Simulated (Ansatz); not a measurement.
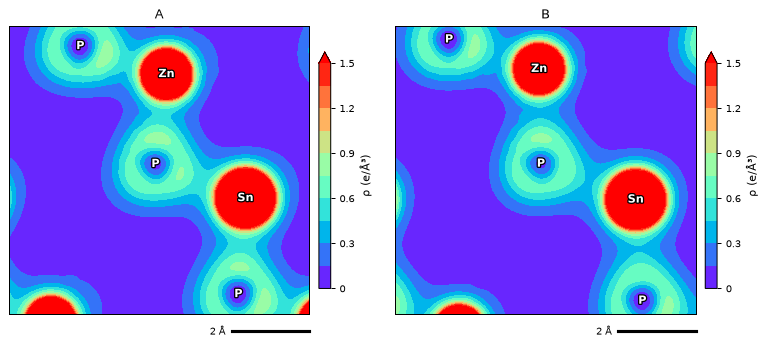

ZnSnP2. The valence charge density (pseudo) of two cells that differ in size and shape, on the (001) plane of each (indices in the axes of the calculation cell), at one length scale and on one colour scale; one has 21.1 and the other 24.6 Å³ an atom.

All numbers below come from DFT PBEsol, scalar-relativistic, plane waves, PAW (Ansatz 0.2.0).

The density is the valence pseudo-density of a PAW calculation; it isn't the true density close to the nuclei.

The larger cell:

```xyz
8
Lattice="-2.9511 2.9511 5.6407 2.9511 -2.9511 5.6407 2.9511 2.9511 -5.6407" Properties=species:S:1:pos:R:3 pbc="T T T"
Zn    0.0000    2.9511    2.8204
Zn    0.0000    0.0000    0.0000
Sn    2.9511    0.0000    2.8204
Sn    0.0000    0.0000    5.6407
P     1.3309    1.4755    1.4102
P    -1.4755    1.6202    4.2306
P     4.4266    1.3309   -1.4102
P     1.6202    1.4755    7.0509
```

The smaller cell: a = 7.024 Å, b = 7.024 Å, c = 7.024 Å, α = 135.32°, β = 135.32°, γ = 65.04°.

> Which panel shows the smaller cell, and what does the compression change?

Panel A is the smaller cell, by 14 % in volume. From the larger cell to the smaller, Sn–P goes from 2.61 to 2.47 Å, and the density at its midpoint from 0.44 to 0.54 e/Å³; Zn–P goes from 2.44 to 2.33 Å, and the density at its midpoint from 0.44 to 0.52 e/Å³; the pressure goes from −6 to 4.4 GPa.
